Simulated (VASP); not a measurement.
**Geometry relaxation, with input and output: Se (part 2 of 2)**

Se (1 atom in the cell); Kohn-Sham DFT of a periodic cell, PBE, VASP PAW PBE potentials, recommended, no spin polarisation (VASP 6.6.1); cutoff 600 eV, 15×15×13 k-mesh, Gaussian smearing of 0.03 eV. The structure derives from an entry of the Crystallography Open Database.

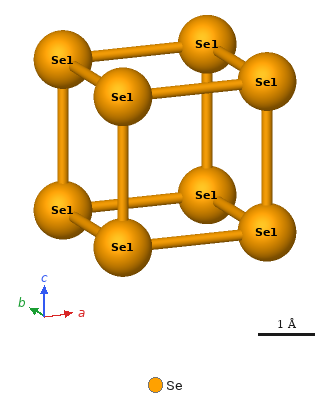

**Figure 1.** The geometry at step 5 of the log (ball-and-stick view of the cell of the calculation, seen slightly off an axis; atoms are numbered from 1 in the order of the input).

Parts of OUTCAR, continued
```
  FORCE on cell =-STRESS in cart. coord.  units (eV):
  Direction    XX          YY          ZZ          XY          YZ          ZX
  --------------------------------------------------------------------------------------
  -------------------------------------------------------------------------------------
  Total       -0.0068631     -0.0068631      0.0858614      0.0000000      0.0000000      0.0000000
  in kB       -0.4872450     -0.4872450      6.0957217      0.0000000      0.0000000      0.0000000
  external PRESSURE =       1.7070772 kB  Pullay stress =       0.0000000 kB

 VOLUME and BASIS-vectors are now :
 -----------------------------------------------------------------------------
  energy-cutoff  :      600.00
  volume of cell :       22.57
      direct lattice vectors                 reciprocal lattice vectors
     2.027211788  1.170411272  1.585238981     0.246644185  0.142400087  0.210273238
    -2.027211788  1.170411272  1.585238981    -0.246644185  0.142400087  0.210273238
     0.000000000 -2.340822543  1.585238981     0.000000000 -0.284800174  0.210273238

 POSITION                                       TOTAL-FORCE (eV/Angst)
 -----------------------------------------------------------------------------------
      0.00000      0.00000      0.00000         0.000000      0.000000      0.000000
 -----------------------------------------------------------------------------------
    total drift:                               -0.000000     -0.000000     -0.000000

  FREE ENERGIE OF THE ION-ELECTRON SYSTEM (eV)
  ---------------------------------------------------
  free  energy   TOTEN  =        -3.3313834324 eV

  energy  without entropy=       -3.3311355751  energy(sigma->0) =       -3.33125950

--------------------------------------- Ionic step        2  -------------------------------------------

 number of electron       5.9999999 magnetization

------------------------ aborting loop because EDIFF is reached ----------------------------------------

  FORCE on cell =-STRESS in cart. coord.  units (eV):
  Direction    XX          YY          ZZ          XY          YZ          ZX
  --------------------------------------------------------------------------------------
  -------------------------------------------------------------------------------------
  Total       -0.0360327     -0.0360327      0.0434696      0.0000000      0.0000000      0.0000000
  in kB       -2.5492715     -2.5492715      3.0754212      0.0000000      0.0000000      0.0000000
  external PRESSURE =      -0.6743739 kB  Pullay stress =       0.0000000 kB

 VOLUME and BASIS-vectors are now :
 -----------------------------------------------------------------------------
  energy-cutoff  :      600.00
  volume of cell :       22.65
      direct lattice vectors                 reciprocal lattice vectors
     2.026540590  1.170023755  1.591805332     0.246725875  0.142447250  0.209405840
    -2.026540590  1.170023755  1.591805332    -0.246725875  0.142447250  0.209405840
    -0.000000000 -2.340047510  1.591805332     0.000000000 -0.284894501  0.209405840

 POSITION                                       TOTAL-FORCE (eV/Angst)
 -----------------------------------------------------------------------------------
     -0.00000     -2.34005      1.59181         0.000000      0.000000      0.000000
 -----------------------------------------------------------------------------------
    total drift:                               -0.000000     -0.000000      0.000000

  FREE ENERGIE OF THE ION-ELECTRON SYSTEM (eV)
  ---------------------------------------------------
  free  energy   TOTEN  =        -3.3316617367 eV

  energy  without entropy=       -3.3313797543  energy(sigma->0) =       -3.33152075

--------------------------------------- Ionic step        3  -------------------------------------------

 number of electron       5.9999999 magnetization

------------------------ aborting loop because EDIFF is reached ----------------------------------------

  FORCE on cell =-STRESS in cart. coord.  units (eV):
  Direction    XX          YY          ZZ          XY          YZ          ZX
  --------------------------------------------------------------------------------------
  -------------------------------------------------------------------------------------
  Total       -0.0767900     -0.0767900     -0.0001531      0.0000000     -0.0000000      0.0000000
  in kB       -5.4083928     -5.4083928     -0.0107820      0.0000000     -0.0000000      0.0000000
  external PRESSURE =      -3.6091892 kB  Pullay stress =       0.0000000 kB

 VOLUME and BASIS-vectors are now :
 -----------------------------------------------------------------------------
  energy-cutoff  :      600.00
  volume of cell :       22.75
      direct lattice vectors                 reciprocal lattice vectors
     2.025664784  1.169518108  1.600373369     0.246832548  0.142508838  0.208284729
    -2.025664784  1.169518108  1.600373369    -0.246832548  0.142508838  0.208284729
    -0.000000000 -2.339036217  1.600373369     0.000000000 -0.285017676  0.208284729

 POSITION                                       TOTAL-FORCE (eV/Angst)
 -----------------------------------------------------------------------------------
      0.00000      0.00000      0.00000         0.000000      0.000000     -0.000000
 -----------------------------------------------------------------------------------
    total drift:                               -0.000000     -0.000000      0.000000

  FREE ENERGIE OF THE ION-ELECTRON SYSTEM (eV)
  ---------------------------------------------------
  free  energy   TOTEN  =        -3.3318041202 eV

  energy  without entropy=       -3.3314644702  energy(sigma->0) =       -3.33163430

[... ionic steps 4 to 7 ...]

--------------------------------------- Ionic step        8  -------------------------------------------

 number of electron       5.9999999 magnetization

------------------------ aborting loop because EDIFF is reached ----------------------------------------

  FORCE on cell =-STRESS in cart. coord.  units (eV):
  Direction    XX          YY          ZZ          XY          YZ          ZX
  --------------------------------------------------------------------------------------
  -------------------------------------------------------------------------------------
  Total        0.0229729      0.0229729      0.0318218     -0.0000000      0.0000000      0.0000000
  in kB        1.6285093      1.6285093      2.2557927     -0.0000000      0.0000000      0.0000000
  external PRESSURE =       1.8376038 kB  Pullay stress =       0.0000000 kB

 VOLUME and BASIS-vectors are now :
 -----------------------------------------------------------------------------
  energy-cutoff  :      600.00
  volume of cell :       22.60
      direct lattice vectors                 reciprocal lattice vectors
     2.003705311  1.156839801  1.625093385     0.249537693  0.144070654  0.205116418
    -2.003705311  1.156839801  1.625093385    -0.249537693  0.144070654  0.205116418
    -0.000000000 -2.313679601  1.625093385     0.000000000 -0.288141308  0.205116418

 POSITION                                       TOTAL-FORCE (eV/Angst)
 -----------------------------------------------------------------------------------
      0.00000      0.00000      0.00000        -0.000000     -0.000000      0.000000
 -----------------------------------------------------------------------------------
    total drift:                               -0.000000     -0.000000      0.000000

  FREE ENERGIE OF THE ION-ELECTRON SYSTEM (eV)
  ---------------------------------------------------
  free  energy   TOTEN  =        -3.3327972090 eV

  energy  without entropy=       -3.3325207583  energy(sigma->0) =       -3.33265898

--------------------------------------- Ionic step        9  -------------------------------------------

 number of electron       5.9999999 magnetization

------------------------ aborting loop because EDIFF is reached ----------------------------------------

  FORCE on cell =-STRESS in cart. coord.  units (eV):
  Direction    XX          YY          ZZ          XY          YZ          ZX
  --------------------------------------------------------------------------------------
  -------------------------------------------------------------------------------------
  Total        0.0069805      0.0069805      0.0093850      0.0000000      0.0000000      0.0000000
  in kB        0.4938449      0.4938449      0.6639619      0.0000000      0.0000000      0.0000000
  external PRESSURE =       0.5505506 kB  Pullay stress =       0.0000000 kB

 VOLUME and BASIS-vectors are now :
 -----------------------------------------------------------------------------
  energy-cutoff  :      600.00
  volume of cell :       22.65
      direct lattice vectors                 reciprocal lattice vectors
     2.002356017  1.156060785  1.630535959     0.249705844  0.144167736  0.204431758
    -2.002356017  1.156060785  1.630535959    -0.249705844  0.144167736  0.204431758
    -0.000000000 -2.312121571  1.630535959     0.000000000 -0.288335473  0.204431758

 POSITION                                       TOTAL-FORCE (eV/Angst)
 -----------------------------------------------------------------------------------
      0.00000      0.00000      0.00000         0.000000     -0.000000      0.000000
 -----------------------------------------------------------------------------------
    total drift:                               -0.000000     -0.000000      0.000000

  FREE ENERGIE OF THE ION-ELECTRON SYSTEM (eV)
  ---------------------------------------------------
  free  energy   TOTEN  =        -3.3328443916 eV

  energy  without entropy=       -3.3325608582  energy(sigma->0) =       -3.33270262

--------------------------------------- Ionic step       10  -------------------------------------------

 number of electron       5.9999999 magnetization

 Free energy of the ion-electron system (eV)
  ---------------------------------------------------
  ext. energy  EPLUGINS =         0.00000000
  ---------------------------------------------------
  free energy    TOTEN  =        -3.33284843 eV

  energy without entropy =       -3.33256641  energy(sigma->0) =       -3.33270742

 E-fermi :   4.6426     XC(G=0):  -9.9047     alpha+bet : -9.4703

 val. band max:        4.6414009165   @ k =  -0.1333   0.2000   0.1538
 cond. band min:       4.6630612987   @ k =   0.1333   0.1333   0.2308
 fundamental gap:      0.0216603821
 Fermi energy:         4.6425622079

 k-point     1 :       0.0000    0.0000    0.0000
  band No.  band energies     occupation
      1     -11.3534      2.00000
      2       6.0396      0.00000
      3       6.0415      0.00000
      4       6.0415      0.00000
      5      12.4287      0.00000
      6      12.4287      0.00000
      7      12.5016      0.00000

 k-point     2 :       0.0667   -0.0000   -0.0000
  band No.  band energies     occupation
      1     -11.2907      2.00000
      2       5.3485      0.00000
      3       6.0897      0.00000
      4       6.0910      0.00000
      5      12.4924      0.00000
      6      12.5531      0.00000
      7      13.2788      0.00000

 k-point     3 :       0.1333   -0.0000   -0.0000
  band No.  band energies     occupation
      1     -11.1055      2.00000
      2       3.8760      2.00000
      3       6.2336      0.00000
      4       6.2349      0.00000
      5      12.6807      0.00000
      6      12.7803      0.00000
      7      15.1295      0.00000

 k-point     4 :       0.2000    0.0000   -0.0000
  band No.  band energies     occupation
      1     -10.8090      2.00000
      2       2.2513      2.00000
      3       6.4578      0.00000
      4       6.4591      0.00000
      5      12.9838      0.00000
      6      13.1562      0.00000
      7      17.2685      0.00000

 k-point     5 :       0.2667   -0.0000   -0.0000
  band No.  band energies     occupation
      1     -10.4237      2.00000
      2       0.7162      2.00000
      3       6.7361      0.00000
      4       6.7374      0.00000
      5      13.3812      0.00000
      6      13.6793      0.00000
      7      18.9887      0.00000

 [... the levels of 18 k-points are left out ...]

 k-point    24 :       0.2000    0.1333   -0.0000
  band No.  band energies     occupation
      1     -10.5615      2.00000
      2       2.4783      2.00000
      3       4.3514      2.00000
      4       6.6486      0.00000
      5      13.3310      0.00000
      6      15.4421      0.00000
      7      17.2561      0.00000

 [... further k-points ...]

------------------------ aborting loop because EDIFF is reached ----------------------------------------

  FORCE on cell =-STRESS in cart. coord.  units (eV):
  Direction    XX          YY          ZZ          XY          YZ          ZX
  --------------------------------------------------------------------------------------
  -------------------------------------------------------------------------------------
  Total       -0.0043773     -0.0043773     -0.0044264     -0.0000000     -0.0000000      0.0000000
  in kB       -0.3093210     -0.3093210     -0.3127935     -0.0000000     -0.0000000      0.0000000
  external PRESSURE =      -0.3104785 kB  Pullay stress =       0.0000000 kB

 VOLUME and BASIS-vectors are now :
 -----------------------------------------------------------------------------
  energy-cutoff  :      600.00
  volume of cell :       22.67
      direct lattice vectors                 reciprocal lattice vectors
     2.001573056  1.155608743  1.633694143     0.249803522  0.144224131  0.204036560
    -2.001573056  1.155608743  1.633694143    -0.249803522  0.144224131  0.204036560
    -0.000000000 -2.311217486  1.633694143     0.000000000 -0.288448262  0.204036560

 POSITION                                       TOTAL-FORCE (eV/Angst)
 -----------------------------------------------------------------------------------
      0.00000      0.00000      0.00000        -0.000000     -0.000000      0.000000
 -----------------------------------------------------------------------------------
    total drift:                               -0.000000     -0.000000      0.000000

  FREE ENERGIE OF THE ION-ELECTRON SYSTEM (eV)
  ---------------------------------------------------
  free  energy   TOTEN  =        -3.3328484275 eV

  energy  without entropy=       -3.3325664073  energy(sigma->0) =       -3.33270742

 reached required accuracy - stopping structural energy minimisation
```

CONTCAR
```
Se
   1.00000000000000
     2.0015730564002006    1.1556087429370421    1.6336941434584644
    -2.0015730564002006    1.1556087429370421    1.6336941434584644
    -0.0000000000000001   -2.3112174857723158    1.6336941434562207
  Se
     1
Direct
     0.0000000000000000    0.0000000000000000    0.0000000000000000

  0.00000000E+00  0.00000000E+00  0.00000000E+00
```

Trajectory as extended XYZ (Å, eV, eV/Å), 10 frames, from step=0 to step=9
```
1
Lattice="2.0272 1.1704 1.5852 -2.0272 1.1704 1.5852 0.0000 -2.3408 1.5852" Properties=species:S:1:pos:R:3:forces:R:3 step=0 energy=-3.33138
Se    0.0000    0.0000    0.0000    0.0000   0.0000   0.0000
1
Lattice="2.0265 1.1700 1.5918 -2.0265 1.1700 1.5918 -0.0000 -2.3400 1.5918" Properties=species:S:1:pos:R:3:forces:R:3 step=1 energy=-3.33166
Se    0.0000   -2.3400    1.5918    0.0000   0.0000   0.0000
1
Lattice="2.0257 1.1695 1.6004 -2.0257 1.1695 1.6004 -0.0000 -2.3390 1.6004" Properties=species:S:1:pos:R:3:forces:R:3 step=2 energy=-3.33180
Se    0.0000    0.0000    0.0000    0.0000   0.0000   0.0000
1
Lattice="2.0230 1.1680 1.6033 -2.0230 1.1680 1.6033 -0.0000 -2.3360 1.6033" Properties=species:S:1:pos:R:3:forces:R:3 step=3 energy=-3.33200
Se    0.0000   -2.3360    1.6033    0.0000   0.0000   0.0000
1
Lattice="2.0151 1.1634 1.6122 -2.0151 1.1634 1.6122 -0.0000 -2.3269 1.6122" Properties=species:S:1:pos:R:3:forces:R:3 step=4 energy=-3.33252
Se    0.0000    0.0000    0.0000    0.0000   0.0000   0.0000
1
Lattice="1.9993 1.1543 1.6300 -1.9993 1.1543 1.6300 -0.0000 -2.3086 1.6300" Properties=species:S:1:pos:R:3:forces:R:3 step=5 energy=-3.33276
Se    0.0000   -2.3086    1.6300    0.0000   0.0000   0.0000
1
Lattice="2.0021 1.1559 1.6269 -2.0021 1.1559 1.6269 -0.0000 -2.3118 1.6269" Properties=species:S:1:pos:R:3:forces:R:3 step=6 energy=-3.33279
Se    0.0000    0.0000    0.0000    0.0000   0.0000   0.0000
1
Lattice="2.0037 1.1568 1.6251 -2.0037 1.1568 1.6251 -0.0000 -2.3137 1.6251" Properties=species:S:1:pos:R:3:forces:R:3 step=7 energy=-3.33280
Se    0.0000    0.0000    0.0000    0.0000   0.0000   0.0000
1
Lattice="2.0024 1.1561 1.6305 -2.0024 1.1561 1.6305 -0.0000 -2.3121 1.6305" Properties=species:S:1:pos:R:3:forces:R:3 step=8 energy=-3.33284
Se    0.0000    0.0000    0.0000    0.0000   0.0000   0.0000
1
Lattice="2.0016 1.1556 1.6337 -2.0016 1.1556 1.6337 -0.0000 -2.3112 1.6337" Properties=species:S:1:pos:R:3:forces:R:3 step=9 energy=-3.33285
Se    0.0000    0.0000    0.0000    0.0000   0.0000   0.0000
```

This output came from the following input.

INCAR
```
SYSTEM = Se
PREC = Accurate ; ENCUT = 600
EDIFF = 1E-7 ; ISMEAR = 0
SIGMA = 0.03 ; LREAL = .False.
LASPH = .True. ; NELM = 80
ALGO = Normal ; ISIF = 3
LWAVE = .False. ; LCHARG = .False.
GGA = PE ; IBRION = 2
NSW = 90 ; EDIFFG = -0.005
```

KPOINTS
```
Automatic mesh
0
Gamma
  15 15 13
  0 0 0
```

POSCAR
```
Se                                      
1.0
    2.0272117883      1.1704112717      1.5852389811
   -2.0272117883      1.1704112717      1.5852389811
    0.0000000000     -2.3408225433      1.5852389811
  Se            
     1
Direct
     1.0000000000000000    0.0000000000000000    0.0000000000000000
```

Launch command:
```bash
cat potpaw_PBE.64/Se/POTCAR > POTCAR
mpirun -np 1 vasp_std > vasp.out
```

Results in brief

```csv
quantity,value
outcome,converged
space group (tolerance 0.01 Å),R-3m (166) → Pm-3m (221)
electrons treated,6
free energy,−3.3328 eV
Fermi energy,4.643 eV
gap on the k-point mesh,none (metallic)
pressure,−0.03 GPa
final volume,22.67 Å³
largest force (length of the vector) at the end,under 0.001 eV/Å
final cell,"a = 2.830 Å, b = 2.830 Å, c = 2.830 Å, α = 90.01°, β = 90.01°, γ = 90.01°"
hardware,"1 thread of Intel Xeon (Sapphire Rapids), 64 GiB of memory available, shared host"
wall time,3.1 min
peak memory,0.27 GiB
```
